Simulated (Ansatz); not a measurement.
Si4O7 (amorphous cell)

```cif
data_structure
_symmetry_space_group_name_H-M 'P 1'
_symmetry_Int_Tables_number 1
_cell_length_a 7.3107
_cell_length_b 7.7271
_cell_length_c 6.9656
_cell_angle_alpha 84.808
_cell_angle_beta 92.293
_cell_angle_gamma 95.628
_cell_volume 389.80
loop_
_atom_site_label
_atom_site_type_symbol
_atom_site_fract_x
_atom_site_fract_y
_atom_site_fract_z
_atom_site_occupancy
Si1 Si 0.43964 0.10050 0.19833 1
Si2 Si 0.50937 0.18149 0.61586 1
Si3 Si 0.70782 0.66023 0.88930 1
Si4 Si 0.29338 0.26939 0.82445 1
Si5 Si 0.02775 0.53457 0.64732 1
Si6 Si 0.16722 0.76853 0.34529 1
Si7 Si 0.74817 0.98603 0.92024 1
Si8 Si 0.91051 0.59128 0.26290 1
O1 O 0.19859 0.67601 0.56616 1
O2 O 0.30440 0.09599 0.69970 1
O3 O 0.74396 0.55446 0.10975 1
O4 O 0.51465 0.20660 0.38244 1
O5 O 0.13169 0.60666 0.19791 1
O6 O 0.11427 0.37375 0.77646 1
O7 O 0.89370 0.62542 0.77814 1
O8 O 0.60707 0.04361 0.07968 1
O9 O 0.31053 0.22219 0.05684 1
O10 O 0.94193 0.79799 0.32958 1
O11 O 0.49121 0.36373 0.72764 1
O12 O 0.31846 0.92437 0.28530 1
O13 O 0.89897 0.46037 0.46413 1
O14 O 0.67947 0.07620 0.70503 1
```

Computed with DFT PBE, scalar-relativistic, plane waves, PAW in Ansatz 0.2.0.

**Predict the valence pseudo-density and electron localisation function between the atoms.**

Si–O (1.65 Å): ρ is about 1.2 e/Å³ halfway; the ELF peaks at about 0.85 between the atoms.
Si–O (1.65 Å): ρ at the midpoint is about 1.2 e/Å³; the ELF peaks at about 0.85 between the atoms.

**Metal or insulator at this level of theory?**

It is gapped, with a Kohn–Sham gap of 2.0 eV on the k-point mesh (the band edges may lie off the mesh, which would make the gap smaller).

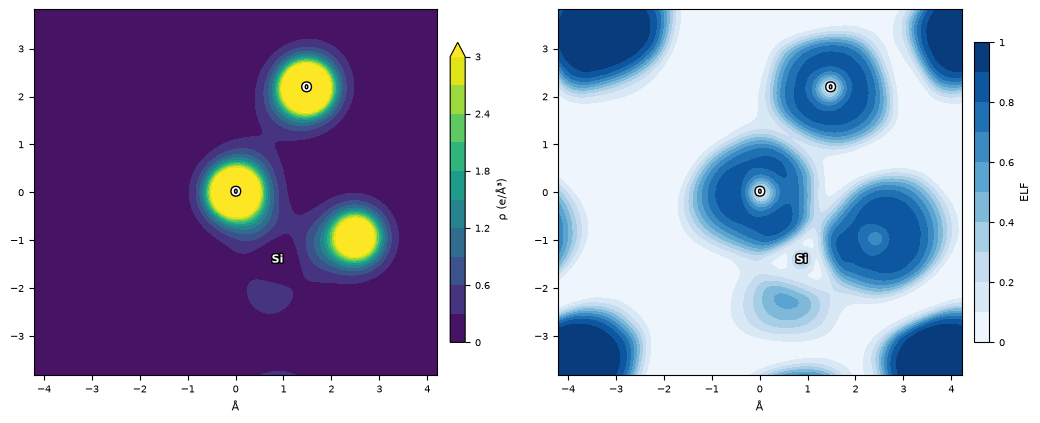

Computed valence pseudo-density and electron localisation function on the (100) plane of the calculation cell, in this order. Atoms just off the plane (Si, 0.9 Å away and O, 0.3 Å away) can leave unmarked features too.

Core electrons are frozen (PAW), and the valence fields are smoothed inside the atomic spheres.
